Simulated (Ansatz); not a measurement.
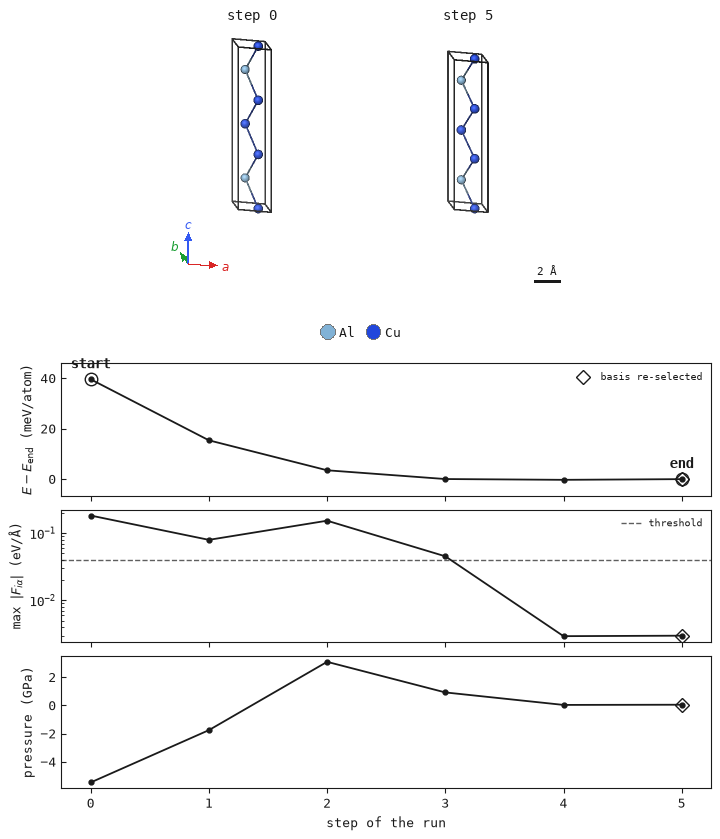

First and last geometry of a relaxation of solid AlCu$_{2}$ (a generated structure, set up in P-6m2) (coarse preliminary run), with the history of the run. Style: ball-and-stick. Shown: the cell of the calculation, slightly off an axis.

Computed with DFT PBE, scalar-relativistic, plane waves, PAW (Ansatz 0.2.0).

Input
```yaml
crystal:
  lattice:
    - [2.709979, 0.0, 0.0]
    - [-1.3549895, 2.34691066, 0.0]
    - [0.0, 0.0, 12.94703191]
  atoms:
    - { symbol: Al, position: [0.33333333, 0.66666667, 0.83333333] }
    - { symbol: Al, position: [0.33333333, 0.66666667, 0.16666667] }
    - { symbol: Cu, position: [0.33333333, 0.66666667, 0.5] }
    - { symbol: Cu, position: [0.66666667, 0.33333333, 0.0] }
    - { symbol: Cu, position: [0.66666667, 0.33333333, 0.33333333] }
    - { symbol: Cu, position: [0.66666667, 0.33333333, 0.66666667] }
basis:
  ecutwfc: 420
kpoints:
  mp_grid: { grid: [6, 6, 2] }
hamiltonian:
  xc: pbe
scf:
  occupations: { method: gaussian, width: 0.1 }
  lower_state_search: "off"
output:
  forces: true
  stress: true
  eigenvalues: true
relax:
  adjacent_minimum: "off"
  f_tol: 0.04
  max_steps: 70
  cell: { stress_tol: 0.4 }
```

Command:
```bash
ansatz run input.yaml --threads 1 --pin off --max-ram 2560MiB --backend cpu --events-out ev --progress --plain --runs-dir out
```

Read the history and describe the run.

Answer. It converged. After 4 accepted moves (5 points after the start) the energy has fallen by 39.6 meV per atom. The largest force component goes from 0.18 to 0.003 eV/Å. Pressure: −5.46 GPa at the start and 0.05 GPa at the end. At 1 point the geometry stayed and the basis and grid were re-selected for the new cell (energy shift of 0.3 meV per atom at most each time). The largest moves relative to the cell, 0.010 Å, are those of Al1 and Al2. Al2 goes along +c. By element the largest moves are Al 0.010 Å, Cu 0.002 Å. The drawn cell changes as follows: a = b 2.710 → 2.769 Å (+2.2 %), c 12.947 → 11.927 Å (−7.9 %); the volume changes by −3.9 %. Among the contacts that change: Al1–Cu6 2.665 → 2.542 Å, Cu3–Cu5 2.665 → 2.552 Å, Al1–Cu4 2.665 → 2.559 Å, Cu3–Cu3 2.710 → 2.769 Å. The space group stays P-6m2 (No. 187).

Limits of the set-up: the k-point mesh is coarse for a cell with partly filled bands.
